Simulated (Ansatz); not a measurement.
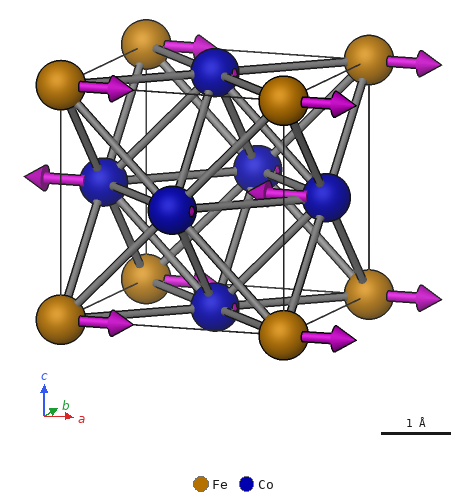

One vibrational mode of solid FeCo$_{3}$ at the zone centre. The purple arrows are the displacements of the atoms (eigenvector over the root of the mass), of arbitrary overall length and sign. A ball-and-stick model of the cell of the calculation, seen slightly off an axis.

All numbers below come from Ansatz, DFT PBEsol, scalar-relativistic, plane waves, PAW. Settings: plane-wave cutoff 420 eV; k-point mesh 12 × 12 × 12; occupations gaussian; smearing width 0.2 eV; collinear spin.

The frequencies depend somewhat on the k-mesh and the smearing.

**What mode is this, and where does it lie in the spectrum?**

This is the T₁u mode (triply degenerate; one member of the set is drawn) at 25.6 meV, the lowest optical level, infrared-active by symmetry. All motion is along a; the kinetic energy is shared as Co 58 %, Fe 42 %. The crystal is a metal, so free carriers screen the infrared response.
